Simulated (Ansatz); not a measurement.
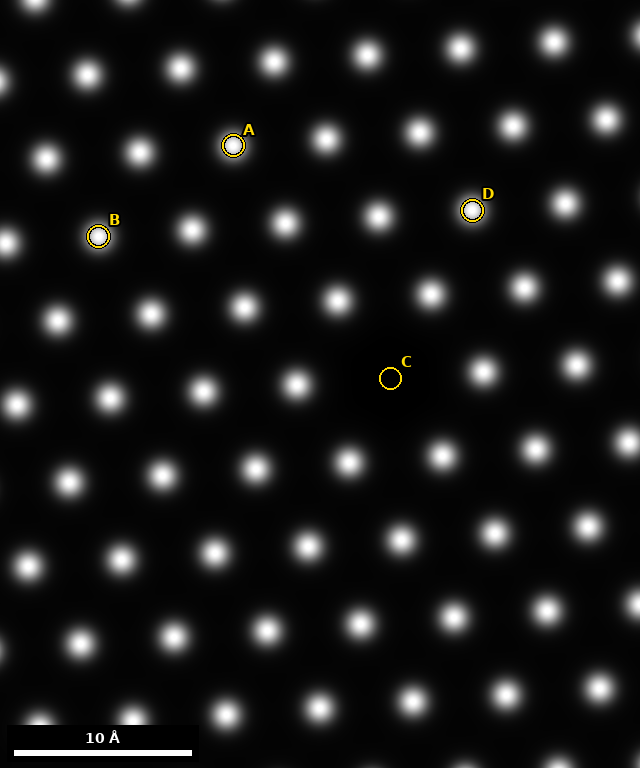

Z-contrast image of Cs (P6/mmm, No. 191) along [001]. Simulated incoherent Z contrast: every atom adds Z^1.8 spread by a probe of 1.30 Å full width; channelling and multiple scattering are left out. The probe carries 25 % of its weight in a tail 2.5 times as wide.

The sample is 1 repeat (5.5 Å) thick. One point defect was put into the perfect crystal, without relaxing the atoms around it. Brightness is counted from the darkest point of the image. Host structure: the geometry relaxed with Ansatz 0.2.0, DFT, RPBE, plane waves (420 eV) with PAW, scalar-relativistic; the starting structure was generated, so it need not be a known form of this composition.

Q: Which ringed column holds the defect, and does it scatter more or less than its equals?

C; it scatters less. The column holds 1 atom (Cs) through the sample, and one Cs atom is missing, so its peak vanishes.
